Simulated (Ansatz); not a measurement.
System: SiO2.

The calculation's input:

```
crystal:
  lattice:
    - [0.0, 4.71625711, 7.3627753715]
    - [2.3595806657, 0.0, 7.3627753715]
    - [2.3595806657, 4.71625711, 0.0]
  atoms:
    - { symbol: Si, position: [0.56323108, 0.56323108, 0.93676892] }
    - { symbol: Si, position: [0.31323108, 0.31323108, 0.68676892] }
    - { symbol: Si, position: [0.68676892, 0.68676892, 0.31323108] }
    - { symbol: Si, position: [0.93676892, 0.93676892, 0.56323108] }
    - { symbol: O, position: [0.625, 0.125, 0.625] }
    - { symbol: O, position: [0.625, 0.625, 0.125] }
    - { symbol: O, position: [0.625, 0.625, 0.625] }
    - { symbol: O, position: [0.125, 0.625, 0.625] }
    - { symbol: O, position: [0.1865604, 0.8134396, 0.1865604] }
    - { symbol: O, position: [0.8134396, 0.1865604, 0.8134396] }
    - { symbol: O, position: [0.4365604, 0.0634396, 0.4365604] }
    - { symbol: O, position: [0.0634396, 0.4365604, 0.0634396] }
basis:
  ecutwfc: 500
kpoints:
  mp_grid: { grid: [6, 6, 6] }
hamiltonian:
  xc: r2scan
scf:
  occupations: { method: gaussian, width: 0.02 }
output:
  forces: true
  stress: true
  eigenvalues: true
  write_density: true
  write_potential: true
  elf: true
  volumetric_format: npy
relax:
  adjacent_minimum: "off"
  f_tol: 0.005
  max_steps: 80
  cell: { stress_tol: 0.05 }
```

Run with:

```sh
ansatz run input.yaml --threads 2 --pin off --max-ram 5120MiB --backend cpu --events-out ev --progress --plain --runs-dir out
```

Below, planes, directions and counts refer to the conventional cell (a = 4.71 Å, b = 9.43 Å, c = 14.73 Å, α = 90.00°, β = 90.00°, γ = 90.00°).

The fields are those of the run's last geometry, not of the input's.

Space group Fddd; a structure from a database of computed crystals, not necessarily the ambient phase.

Computed with DFT r2SCAN, scalar-relativistic, plane waves, PAW (Ansatz).

Predict the valence pseudo-density and electron localisation function between the atoms.

Si–O (1.62 Å): the density is about 1.3 e/Å³ at the midpoint; the ELF peaks at about 0.85 between the atoms: a polar covalent bond.

Does the calculation give a band gap?

It is gapped, with a Kohn–Sham gap of 6.4 eV on the k-point mesh, an upper bound to the gap of this method.

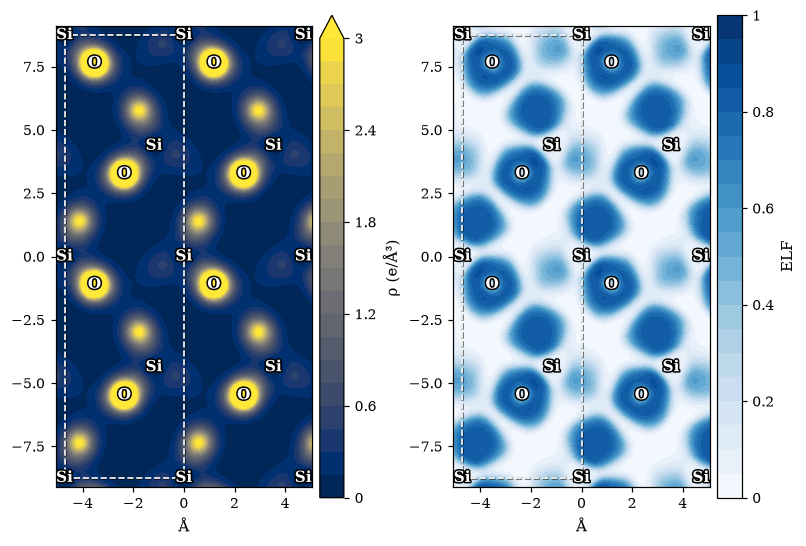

Computed valence pseudo-density and electron localisation function on the (011̄) plane of the conventional cell, in this order. Atoms just off the plane (O, 0.5 Å away) can leave unmarked features too.

The density is the valence pseudo-density of a PAW calculation; it isn't the true density close to the nuclei.
